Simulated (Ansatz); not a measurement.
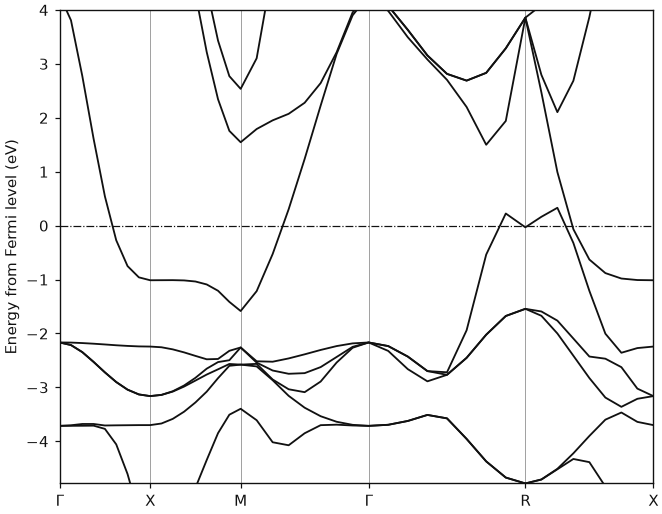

Band structure. Energies are counted from the Fermi level.

Question: Which Bravais lattice do the labels of the path belong to?

Answer: A simple cubic lattice: the path Γ–X–M–Γ–R–X runs through the special points of its Brillouin zone.

Input of the run:

```yaml
crystal:
  lattice:
    - [3.27188478, 0.0, 0.0]
    - [0.0, 3.27188478, 0.0]
    - [0.0, 0.0, 3.27188478]
  atoms:
    - { symbol: In, position: [0.0, 0.0, 0.0] }
    - { symbol: Pd, position: [0.5, 0.5, 0.5] }
kpoints:
  mp_grid: { grid: [8, 8, 8] }
  band_path:
    path:
      - [0.0, 0.0, 0.0]
      - [0.0, 0.5, 0.0]
      - [0.5, 0.5, 0.0]
      - [0.0, 0.0, 0.0]
      - [0.5, 0.5, 0.5]
      - [0.0, 0.5, 0.0]
    npoints: 8
scf:
  occupations: { method: fermi_dirac, width: 0.05 }
hamiltonian:
  xc: pbesol
  pseudopotentials: { kind: all_electron, lapw: { basis_error: 0.001 } }
output:
  forces: true
  stress: true
  eigenvalues: true
```

System: CsCl-type PdIn, space group Pm-3m, 2 atoms in the cell.

Method: PBEsol, all-electron LAPW, no spin polarisation, no spin-orbit coupling, 8×8×8 k mesh, Fermi-Dirac smearing of 0.05 eV (Ansatz).

Question: Metal, semiconductor or insulator?

Answer: A metal: bands cross the Fermi level along this path.

Spin-orbit coupling is left out, which matters for In. The cell comes from a database of computed structures, and whether it is the stable form of this composition wasn't checked. Bands are joined in order of energy, so crossings between the computed points show as kinks or gaps.
